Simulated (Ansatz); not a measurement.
Read the following structure.

```yaml
crystal:
  lattice:
    - [5.01581, 0.00000, 0.00000]
    - [0.00000, 5.01581, 0.00000]
    - [0.00000, 0.00000, 5.01581]
  atoms:
    - { symbol: Zn, position: [0.00000, 0.00000, 0.00000] }
    - { symbol: Se, position: [0.25000, 0.25000, 0.25000] }
    - { symbol: Zn, position: [0.00000, 0.50000, 0.50000] }
    - { symbol: Se, position: [0.25000, 0.75000, 0.75000] }
    - { symbol: Zn, position: [0.50000, 0.00000, 0.50000] }
    - { symbol: Se, position: [0.75000, 0.25000, 0.75000] }
    - { symbol: Zn, position: [0.50000, 0.50000, 0.00000] }
    - { symbol: Se, position: [0.75000, 0.75000, 0.25000] }
```

### Before looking at a picture, describe the arrangement of atoms.

This is ZnSe. It belongs to space group F-43m (No. 216) and has a face-centred cubic lattice. In terms of structure types, this is zinc blende (sphalerite type). With Z = 4, the cell contains 4 Zn, 4 Se. Zn is coordinated by four Se in a tetrahedral arrangement at 2.17 Å. The Se atoms are each bonded to four Zn in a tetrahedral arrangement at 2.17 Å. The bonds build a three-dimensional framework.

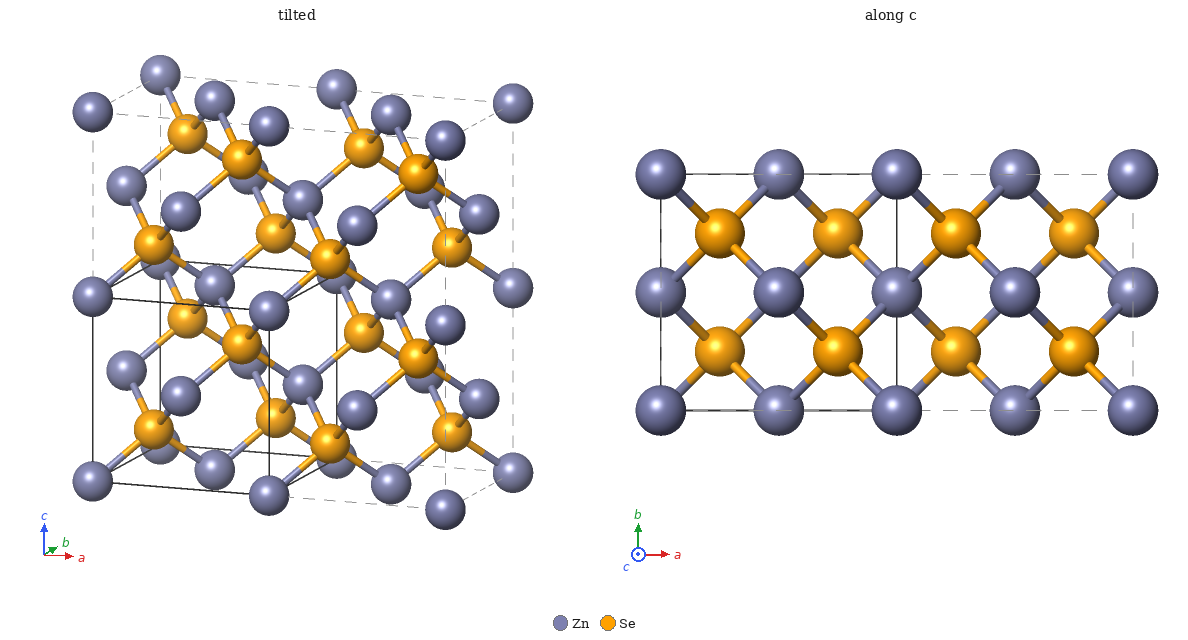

Structure drawing (ball-and-stick), viewed slightly off an axis and along the c axis. The solid frame is a single conventional unit cell within a 2×1×2 block.

Provenance: a structure listed in the Materials Project. It was relaxed with Ansatz, DFT PBEsol, scalar-relativistic, plane waves, PAW under a constraint or pressure on the cell, so some stress remains.

At this level of theory the cell isn't at rest (compressed, at 50 GPa), so its distances can differ from those at equilibrium, the more so the softer the solid.
